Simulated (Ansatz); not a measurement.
# Run report: PtSe₂, single-point calculation (part 1 of 2)

PtSe₂ (P-3m1, 3 atoms in the cell), computed with DFT, HSE06, plane waves, PAW, no spin polarisation (Ansatz 0.2.0).

The structure was built on a prototype by a generator. The geometry comes from this level: r2scan-rvv10 (a point of a series of strains). Figures and captions count atoms from 1; the log counts them from 0 in places.

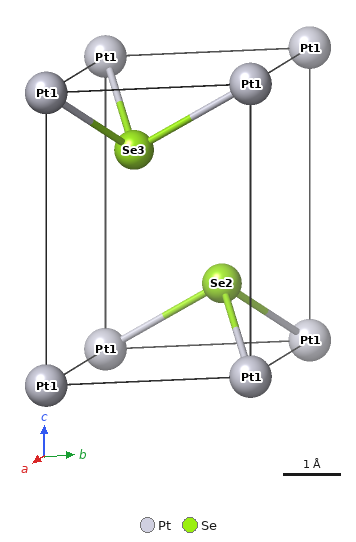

Fig. 1: The structure as given in the input (ball-and-stick view of the cell of the calculation, seen slightly off an axis; atoms are numbered from 1 in the order of the input).

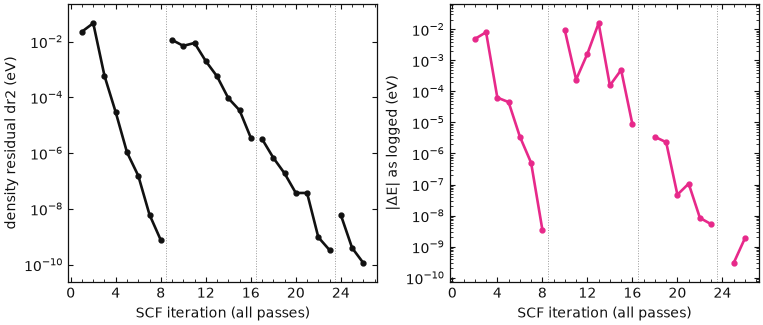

Fig. 2: Convergence of the self-consistent field: density residual dr2 and size of the energy change against the SCF iteration. The run starts with a semilocal functional; after that each stretch between dotted lines is one SCF of the hybrid functional between two exact rebuilds of the exchange operator by the outer loop. Early passes are stopped at a loose threshold. The passes take 8, 8, 7 and 3 iterations.

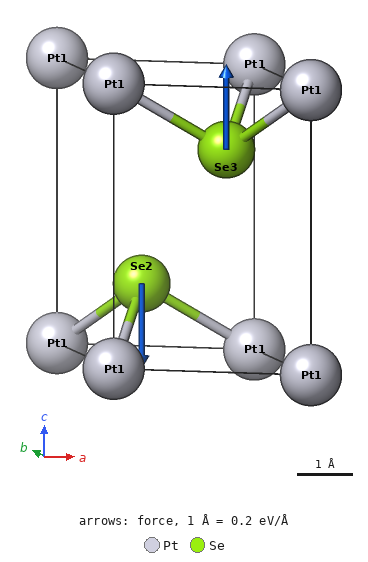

Fig. 3: Forces on the atoms as blue arrows (ball-and-stick view of the cell of the calculation, seen slightly off an axis; atoms are numbered from 1 in the order of the input). The largest act on Se2, Se3 (0.32 eV/Å). The geometry is not a stationary point of this energy.

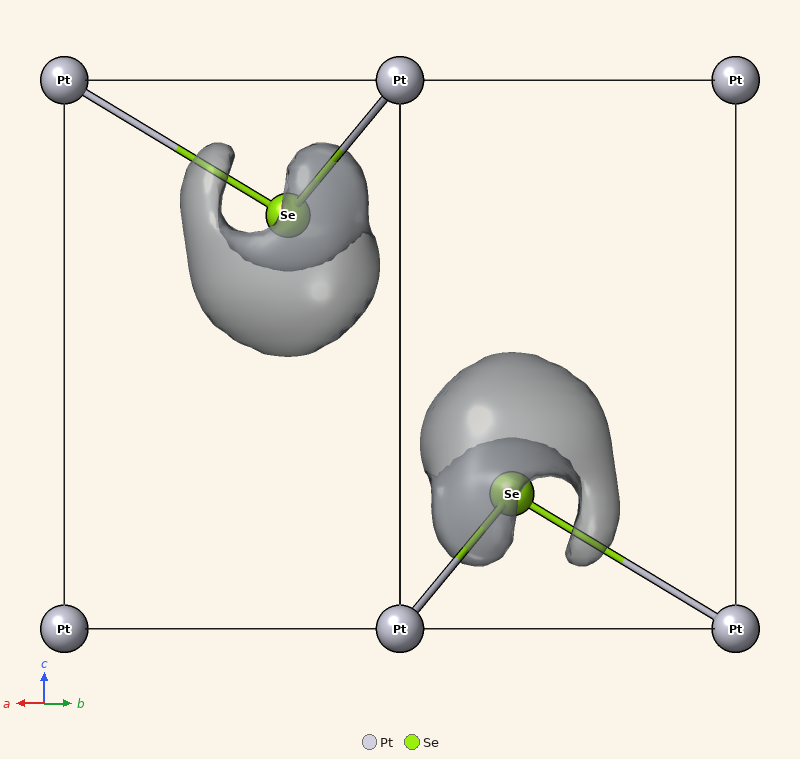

Fig. 4: Isosurface of the ELF at 0.75 (grey), seen along [110]. Core shells and regions of very low density are left out. Sticks mark near contacts. The outline is the cell set on symmetry axes. Along the contacts the grid gives the following. Pt–Se (2.51 Å): the ELF is about 0.50 at the midpoint. Core electrons are frozen (PAW), so the fields are smoothed inside the atomic spheres.

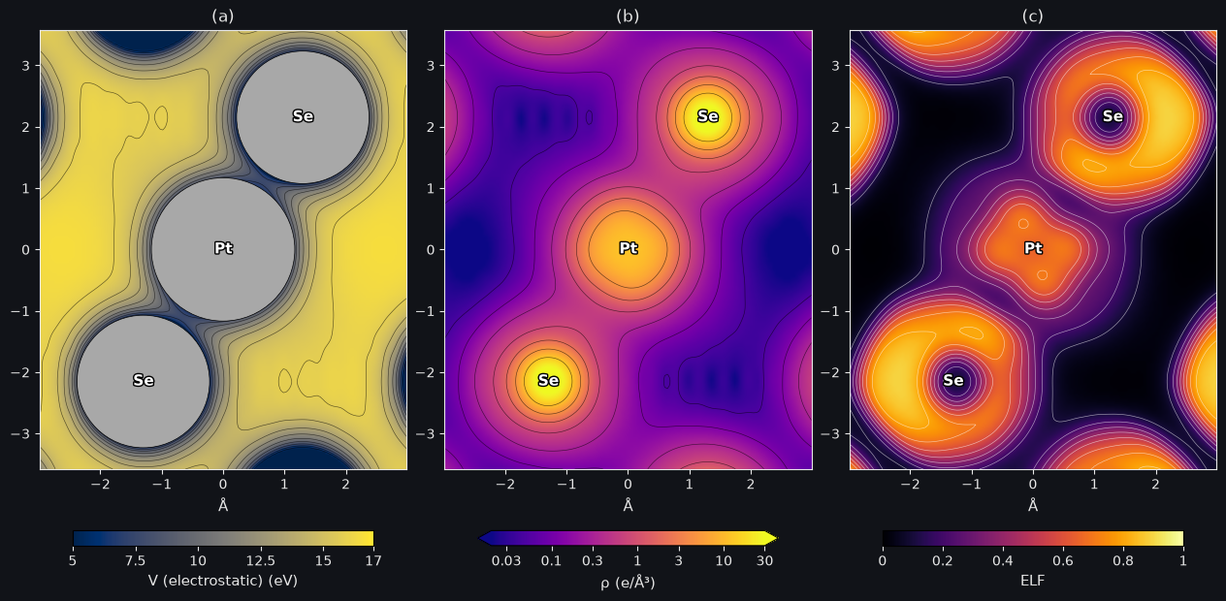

Fig. 5: (a) electrostatic potential (local pseudopotential plus Hartree) felt by an electron; (b) valence electron density; (c) ELF on the (110) plane of the conventional cell. Grey discs, where drawn, cover atomic cores. Pt–Se (2.51 Å): ρ at the midpoint is about 0.59 e/Å³; the ELF is about 0.50 at the midpoint. Away from the nuclei the density in this plane falls to 0.02 e/Å³ at its lowest. The strong features right at Pt lie inside the PAW spheres (semicore, d or f shells) and say nothing about bonding. Outside the cores the potential energy rises away from the atoms and is highest about 2.5 Å from the nearest atoms; outside the discs it spans about 11 eV, and its zero is arbitrary.

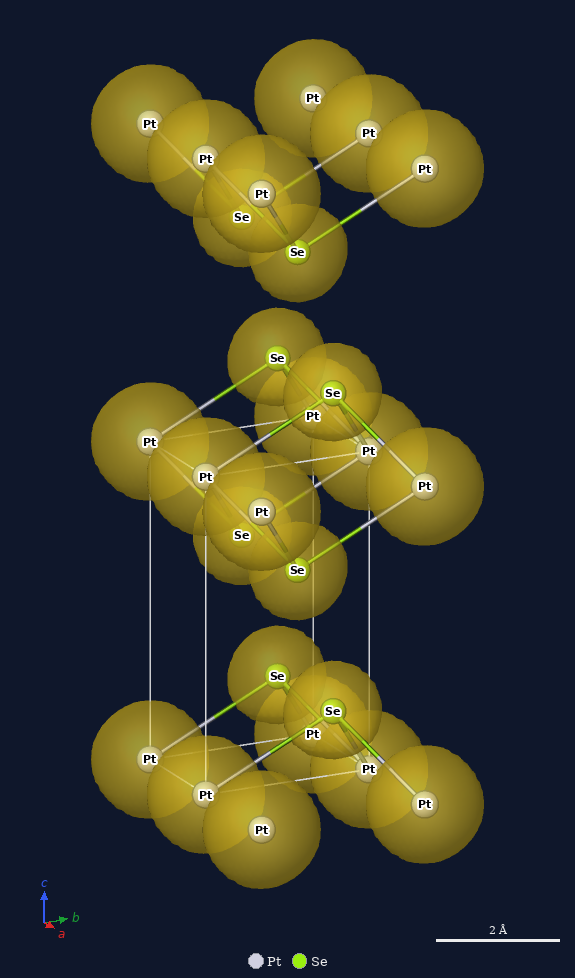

Fig. 6: Isosurface of the valence pseudo-density at 1 e/Å³ (yellow), seen slightly off an axis. Sticks mark near contacts. The outline is the cell set on symmetry axes. At this value the density breaks into separate islands; it holds about 70 % of the electrons treated as valence (semicore included). It is pinched off along the Pt–Se (2.51 Å) contacts. On the grid the lowest density along these lines, outside the cores, is 0.59 e/Å³ (Pt–Se, 2.51 Å).

These pictures come from the run below.

Input:
```yaml
crystal:
  lattice:
    - [3.728650361, 0.0, 0.0]
    - [-1.8643251805, 3.2291059344, 0.0]
    - [0.0, 0.0, 5.2771566319]
  atoms:
    - { symbol: Pt, position: [0.0, 0.0, 0.0] }
    - { symbol: Se, position: [0.3333333333, 0.6666666667, 0.2462188973] }
    - { symbol: Se, position: [0.6666666667, 0.3333333333, 0.7537811027] }
kpoints:
  mp_grid: { grid: [6, 6, 4] }
  band_path:
    path:
      - [0.0, 0.0, 0.0]
      - [0.5, 0.0, 0.0]
      - [0.3333333333, 0.3333333333, 0.0]
      - [0.0, 0.0, 0.5]
      - [0.5, 0.0, 0.5]
      - [0.3333333333, 0.3333333333, 0.5]
      - [0.0, 0.25, 0.3333333333]
      - [0.0, 0.283854, 0.294271]
    npoints: 1
hamiltonian:
  xc: hse06
scf:
  occupations: { method: fermi_dirac, width: 0.02 }
  n_extra_bands: 4
output:
  forces: true
  stress: true
  eigenvalues: true
  write_density: true
  write_potential: true
  elf: true
  volumetric_format: npy
```

Command:
```bash
ansatz run input.yaml --threads 4 --pin off --max-ram 4608MiB --backend cpu --events-out ev --progress --plain --runs-dir out
```

The program's output:
```
Warning: output.stress: scf.convergence.dr2_threshold = 1e-7 eV (the SCF's general default) is looser than the 3e-10 eV advised for a printed stress (1e-10 eV for each atom of the cell: 3). What an SCF threshold leaves in a stress goes as its square root, and in the free energy as the threshold itself, and one threshold admits the most on a small cell: of the crystals measured, under no hybrid functional and no lock of the moments, on runs that ended without the residual-converged pass, on stresses that held no estimate of that error, the worst erred by over 100 MPa in a component at 1e-7 eV an atom and by under 5 at 1e-10. Set scf.convergence.dr2_threshold to 3e-10 eV or tighter. The threshold is an SCF's pass mark: one that does not reach it within its budget of iterations ends unconverged, or closes short of it on a stop that the run arms, and scf.convergence.dr2_threshold's page says what that costs each kind of run
Warning: output.stress: scf.exx.energy_threshold = 1e-6 eV is looser than the 3e-8 eV advised for a stress under a hybrid functional (1e-8 eV for each atom of the cell: 3). Every SCF of the exchange loop can meet its threshold on dr2 while the loop round them stops early: no threshold on dr2 bounds what that leaves in the stress. Set scf.exx.energy_threshold to 3e-8 eV or tighter. The threshold is the loop's pass mark: a loop that does not reach it within its budget of cycles ends unconverged, and scf.exx.energy_threshold's page has the law
scf.n_extra_bands = 4 over 25 filled bands (N_el = 50.0): the run solves 29 bands
Engine: ansatz 0.2.0, x86_64-unknown-linux-gnu
Pseudopotentials: kind: paw
Pseudopotential: Pt, paw, valence charge 18, recommended cutoff 420 eV (normal), Pt.paw.azcp
Pseudopotential: Se, paw, valence charge 16, recommended cutoff 420 eV (normal), Se.paw.azcp
Functional definition: HSE06
  parameter a = 0.25
  parameter omega = 0.11/bohr
  exchange = pbe_x - a*pbe_x_sr(omega) + a*exact_x_sr(omega)
  correlation = pbe_c
Crystal: 3 atoms, lattice volume = 63.538 Å³
Basis set: ecut = 420 eV, 1241 PW (Γ), exchange–correlation on 50×50×72 points (8 copies of the dense FFT grid, shifted against one another)
Bands: 29, of which v1, the nominal top of the filled ones, is band 25 counted from 1 (24 counted from 0)
Symmetry: 12 space group operations
Space group: P-3m1 (ITA 164), of the structure as read, at distance tolerance 4.0e-5 Å
k-points: 24 of 144
Non-local potential: Pt, projectors of the file, l = 0: 3, l = 1: 2, l = 2: 2, l = 3: 1
Non-local potential: Se, projectors of the file, l = 0: 2, l = 1: 2, l = 2: 3, l = 3: 1
PAW form: soft (Blöchl's): semilocal exchange-correlation on the pseudo side does not see the compensation charge
PAW frozen core: Pt, regenerated for the run's functional, and the local potential with it (the file was generated under x = pbe(κ = 0.804, μ = 0.2195149727645171), c = pbe(β = 0.06672455060314922))
PAW frozen core: Se, regenerated for the run's functional, and the local potential with it (the file was generated under x = pbe(κ = 0.804, μ = 0.2195149727645171), c = pbe(β = 0.06672455060314922))
PAW one-centre angular grid: Pt, 590 points (default); XC on 64 Gauss nodes
PAW one-centre angular grid: Se, 590 points (default); XC on 64 Gauss nodes
Initial density: superposition of atomic densities (neutral atoms: chi_scale 0, normalization atom), corrected by the library's trained network
Initial wavefunctions: pseudopotential atomic-orbital guess
Functional: x = pbe(κ = 0.804, μ = 0.2195149727645171), c = pbe(β = 0.06672455060314922), warm-up for x = pbe(κ = 0.804, μ = 0.2195149727645171) + 0.25 (exact − pbe) at short range (hse, ω = 0.20786987370883472 Å⁻¹), c = pbe(β = 0.06672455060314922); HSE06 as pw.x's `hse` composes it (authors' and Libxc's form: `xc: wpbeh`)
SCF iter   1: F=—  HF=-23462.322173 eV  |F-HF|=—  |Δ(HF+E_count)|=         —  Δρ=5.63e-3  dr2=2.26e-2  ethr=1.77e-3  ⟨swp⟩=7.0  Hψ=2695  notcnv=0
preconditioner: auto → none  [insulator: Δε(μ)=0.241 eV  Ē_g=9.141 eV  σ=0.020 eV  W_gap=0.78  n_scr=22 (ndim 8)  ℏωp=21.9 eV  f_vac=0.051  D(μ)=0.56/eV (n_scr^D=2)]
SCF iter   2: F=—  HF=-23462.327034 eV  |F-HF|=—  |Δ(HF+E_count)|=   4.86e-3  Δρ=5.83e-3  dr2=4.54e-2  ethr=4.52e-5  ⟨swp⟩=4.1  Hψ=1867  notcnv=0
iter 3 solved again at ethr=1.15e-6 eV; its pass at ethr=4.52e-5 eV (dr2=5.74e-4 eV) is discarded
SCF iter   3: F=—  HF=-23462.318996 eV  |F-HF|=—  |Δ(HF+E_count)|=   8.04e-3  Δρ=1.09e-3  dr2=5.85e-4  ethr=1.15e-6  ⟨swp⟩=2.5  Hψ=3007  notcnv=0
SCF iter   4: F=—  HF=-23462.319059 eV  |F-HF|=—  |Δ(HF+E_count)|=   6.30e-5  Δρ=3.62e-4  dr2=2.88e-5  ethr=1.15e-6  ⟨swp⟩=3.0  Hψ=1507  notcnv=0
SCF iter   5: F=—  HF=-23462.319104 eV  |F-HF|=—  |Δ(HF+E_count)|=   4.52e-5  Δρ=7.57e-5  dr2=1.06e-6  ethr=5.76e-8  ⟨swp⟩=3.5  Hψ=1624  notcnv=0
SCF iter   6: F=—  HF=-23462.319108 eV  |F-HF|=—  |Δ(HF+E_count)|=   3.51e-6  Δρ=2.75e-5  dr2=1.54e-7  ethr=2.13e-9  ⟨swp⟩=4.0  Hψ=1994  notcnv=0
SCF iter   7: F=—  HF=-23462.319108 eV  |F-HF|=—  |Δ(HF+E_count)|=   5.03e-7  Δρ=2.98e-6  dr2=6.16e-9  ethr=3.08e-10  ⟨swp⟩=3.0  Hψ=1566  notcnv=0
SCF iter   8: F=-23462.319108 eV  HF=-23462.319108 eV  |F-HF|=7.28e-11  |Δ(HF+E_count)|=   3.54e-9  Δρ=1.32e-6  dr2=7.58e-10  ethr=1.23e-11  ⟨swp⟩=4.0  Hψ=1870  notcnv=0
SCF 1 converged in 8 iterations: F = -23462.319108 eV  dr2 = 7.58e-10
  greatest PAW one-centre occupation: 1.000 electrons in one spin orbital (limit 2), on the Pt atom at site 0 (counted from 0), in its partial waves of l = 0
Initial density: handed on by an earlier stage of this run
Initial wavefunctions: those handed on with the density
Functional: x = pbe(κ = 0.804, μ = 0.2195149727645171) + 0.25 (exact − pbe) at short range (hse, ω = 0.20786987370883472 Å⁻¹), c = pbe(β = 0.06672455060314922); HSE06 as pw.x's `hse` composes it (authors' and Libxc's form: `xc: wpbeh`)
Exchange kernel: α = 0.2500, screened, ω = 0.2079 Å⁻¹, Wigner–Seitz truncation, v(0) = 1046.2405 eV·Å³, q-mesh 6×6×4, nearest image of the exchange supercell L = 21.11 Å, pair-density grid 15×15×24, without the augmentation charges, whose exchange is taken in its separable form by FFT convolution over the k-point mesh (sized by the pseudopotential files, 24×24×36 at the most), smooth part of the exact exchange by density-matrix convolution
Frozen-core exchange: fock
iter 1 solved again at ethr=1.86e-5 eV; its pass at ethr=1.00e-1 eV (dr2=9.31e-3 eV) is discarded
```
